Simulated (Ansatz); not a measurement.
Si15Ni (cell charge −1, with a compensating background) (cell with a defect)

Input file:

```
crystal:
  lattice:
    - [0.0, 5.4696766497, 5.4696766497]
    - [5.4696766497, 0.0, 5.4696766497]
    - [5.4696766497, 5.4696766497, 0.0]
  atoms:
    - { symbol: Ni, position: [0.3724932777, 0.3773730741, 0.3742734125], spin: 3.0 }
    - { symbol: Si, position: [0.3692776437, 0.3741234254, 0.8775113206] }
    - { symbol: Si, position: [0.369325347, 0.8806699874, 0.3709646027] }
    - { symbol: Si, position: [0.3724906387, 0.8775299688, 0.8743399901] }
    - { symbol: Si, position: [0.8726540878, 0.3773172277, 0.37408718] }
    - { symbol: Si, position: [0.8758114458, 0.374188987, 0.87744821] }
    - { symbol: Si, position: [0.8758947337, 0.8807623204, 0.3708834486] }
    - { symbol: Si, position: [0.8726004145, 0.8774087859, 0.8742266948] }
    - { symbol: Si, position: [0.2495817517, 0.2604584282, 0.2573100181] }
    - { symbol: Si, position: [0.2555973769, 0.2544536241, 0.7310714542] }
    - { symbol: Si, position: [0.2557195433, 0.7341557594, 0.2512878385] }
    - { symbol: Si, position: [0.249491835, 0.7507826985, 0.7476309911] }
    - { symbol: Si, position: [0.7292686181, 0.2605921291, 0.2572466704] }
    - { symbol: Si, position: [0.745933761, 0.2543057805, 0.7505401686] }
    - { symbol: Si, position: [0.7459948799, 0.7537655839, 0.2511203672] }
    - { symbol: Si, position: [0.7489456493, 0.7508581102, 0.7475377939] }
  host:
    lattice:
      - [0.0, 2.7348383248, 2.7348383248]
      - [2.7348383248, 0.0, 2.7348383248]
      - [2.7348383248, 2.7348383248, 0.0]
    atoms:
      - { symbol: Si, position: [0.75, 0.75, 0.75] }
      - { symbol: Si, position: [0.5, 0.5, 0.5] }
total_charge: -1
basis:
  ecutwfc: 420
  xc_grid: 2
kpoints:
  mp_grid: { grid: [2, 2, 2], shift: [0.0, 0.0, 0.0] }
hamiltonian:
  xc: pbe
scf:
  occupations: { method: gaussian, width: 0.01 }
output:
  forces: true
  stress: false
  eigenvalues: true
  populations: true
  charged_corrections:
    defect_position: [0.375, 0.375, 0.375]
    epsilon: [[12.9813, 0.0, 0.0], [0.0, 12.9813, 0.0], [0.0, 0.0, 12.9813]]
  write_density: true
  write_potential: true
  elf: true
  volumetric_format: npy
magnetization:
  spin_polarized: true
relax:
  adjacent_minimum: "off"
  f_tol: 0.025
  max_steps: 45
```

Command:

```sh
ansatz run input.yaml --threads 2 --pin off --max-ram 5120MiB --backend cpu --events-out ev --progress --plain --runs-dir out
```

The fields are those of the relaxed geometry.

The program warned that a starting moment wasn't kept; spin-polarised.

Level of theory: DFT PBE, scalar-relativistic, plane waves, PAW in Ansatz 0.2.0.

Q: What will maps of the valence pseudo-density and electron localisation function show?

A: Si–Ni (2.25 Å): ρ is about 0.55 e/Å³ halfway; the ELF peaks at about 0.85 in the valence shell of Si, 0.8 Å from its nucleus, and is about 0.55 at the midpoint.
Si–Si (2.38 Å): ρ at the midpoint is about 0.56 e/Å³; the ELF peaks at about 0.95 between the atoms; a shared electron pair.

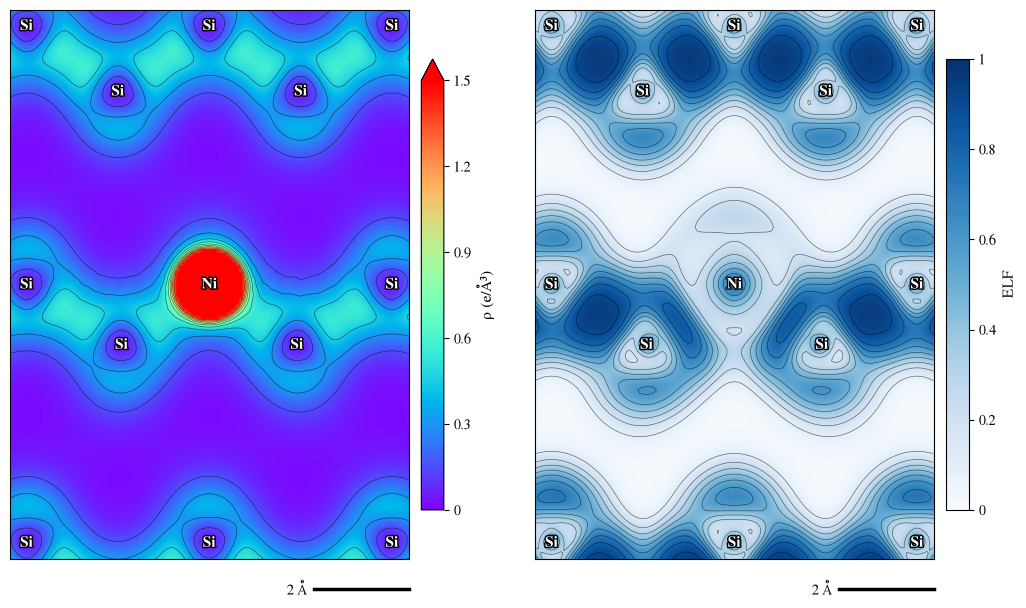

Computed valence pseudo-density and electron localisation function on the (011̄) plane of the calculation cell, in this order. 

Core electrons are frozen (PAW), and the valence fields are smoothed inside the atomic spheres.
